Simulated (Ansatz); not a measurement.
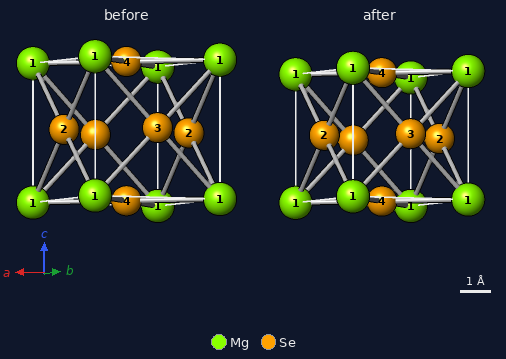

The structure of crystalline MgSe3 (a generated structure, set up in Pm-3m) (coarse preliminary run) before (left) and after (right) a relaxation, at one scale.

Style: ball-and-stick. Shown: the cell of the calculation, from a free direction.

Computed with DFT PBE, scalar-relativistic, plane waves, PAW (Ansatz).

Input
```yaml
crystal:
  lattice:
    - [4.77346828, 0.0, 0.0]
    - [0.0, 4.77346828, 0.0]
    - [0.0, 0.0, 4.77346828]
  atoms:
    - { symbol: Mg, position: [0.0, 0.0, 0.0] }
    - { symbol: Se, position: [0.0, 0.5, 0.5] }
    - { symbol: Se, position: [0.5, 0.0, 0.5] }
    - { symbol: Se, position: [0.5, 0.5, 0.0] }
basis:
  ecutwfc: 420
kpoints:
  mp_grid: { grid: [4, 4, 4] }
hamiltonian:
  xc: pbe
scf:
  occupations: { method: gaussian, width: 0.1 }
  lower_state_search: "off"
output:
  forces: true
  stress: true
  eigenvalues: true
relax:
  adjacent_minimum: "off"
  f_tol: 0.04
  max_steps: 70
  cell: { stress_tol: 0.4 }
```

Launched with:
```bash
ansatz run input.yaml --threads 1 --pin off --max-ram 2048MiB --backend cpu --events-out ev --progress --plain --runs-dir out
```

Q: Summarise the run.

A: After 3 accepted moves (4 points after the start) the energy has fallen by 0.766 eV per cell of the calculation. All forces vanish by symmetry, so only the cell relaxes. Pressure: −8.33 GPa at the start and −0.33 GPa at the end. At 1 point the geometry stayed and the basis and grid were re-selected for the new cell (energy shift of 1.1 meV per cell of the calculation at most each time). The atoms keep their places relative to the cell (all moves are under 0.005 Å). The drawn cell changes as follows: a = b = c 4.773 → 4.404 Å (−7.7 %); the volume changes by −21.5 %. Some distances before and after: Mg1–Se2 3.375 → 3.114 Å. The space group stays Pm-3m (No. 221).
